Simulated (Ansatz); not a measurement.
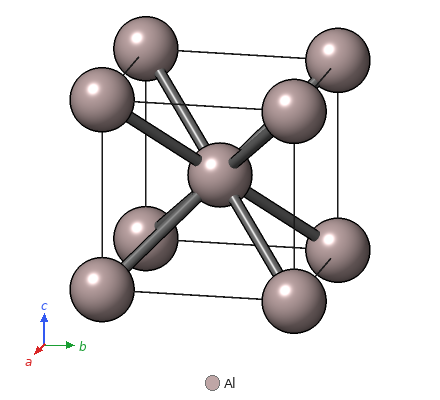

Al (Im-3m, No. 229): the end point of a relaxation with DFT, PBEsol, plane waves (420 eV) with PAW, scalar-relativistic in Ansatz 0.2.0; the starting structure was generated, so it need not be a known form of this composition.

```xyz
2
Lattice="3.2142 0.0000 0.0000 0.0000 3.2142 0.0000 0.0000 0.0000 3.2142" Properties=species:S:1:pos:R:3 pbc="T T T"
Al    0.0000    0.0000    0.0000
Al    1.6071    1.6071    1.6071
```

Q: What will an iDPC-like image along [001] show? Simulated as the projected potential of neutral atoms (B = 0.8 Å²) blurred by a 1.22 Å probe, the thin-sample limit of integrated differential phase contrast. The speckle of an amorphous layer was added.

A: The columns repeat on a square net with a repeat of 2.27 Å (plane group p4mm). All columns are alike (Al). The shortest distance between visible columns is 2.27 Å in projection. Along the beam the structure repeats every 3.21 Å.

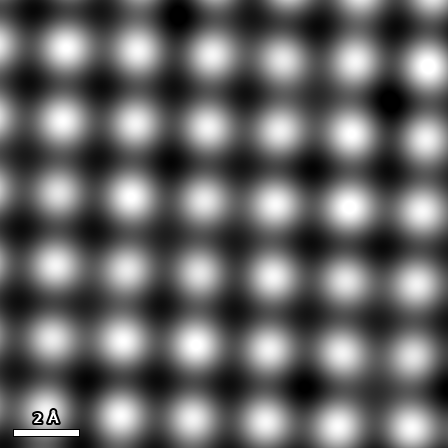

The simulated image.
